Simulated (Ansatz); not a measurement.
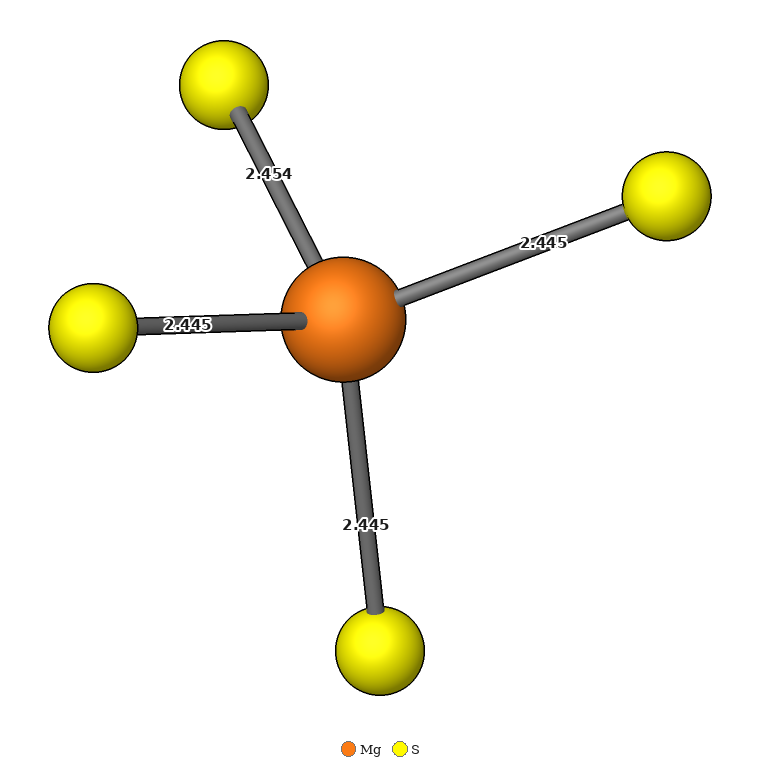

The surroundings of site Mg1 (at 0.667, 0.333, 0.496) in MgS in space group P6_3mc, with bond lengths in Å.

Origin of the cell: the geometry relaxed with DFT, PBEsol, plane waves, PAW in Ansatz.

```yaml
crystal:
  lattice:
    - [4.02879, 0.00000, 0.00000]
    - [-2.01440, 3.48904, 0.00000]
    - [0.00000, 0.00000, 6.41519]
  atoms:
    - { symbol: Mg, position: [0.66667, 0.33333, 0.49626] }
    - { symbol: Mg, position: [0.33333, 0.66667, 0.99626] }
    - { symbol: S, position: [0.33333, 0.66667, 0.37874] }
    - { symbol: S, position: [0.66667, 0.33333, 0.87874] }
```

Bond valence s = exp((R0 − d)/b), R0 fitted to published crystal structures with b = 0.37 Å; R0 in Å: Mg2+–S 2.186.

### Calculate the bond-valence sum of Mg1 from the bonds drawn.

3 × 0.497 + 1 × 0.485 = 1.97 v.u., against a formal valence of 2: a close match.

### And over the whole structure?

| site | x, y, z | formal valence | bond-valence sum | difference |
| --- | --- | --- | --- | --- |
| Mg1 | 0.667, 0.333, 0.496 | +2 | 1.99 | -0.01 |
| S1 | 0.333, 0.667, 0.379 | −2 | 1.99 | -0.01 |

These sums include all anions within 5 Å. The global instability index (root mean square of the differences over all atoms) is 0.01 v.u.: little strain.
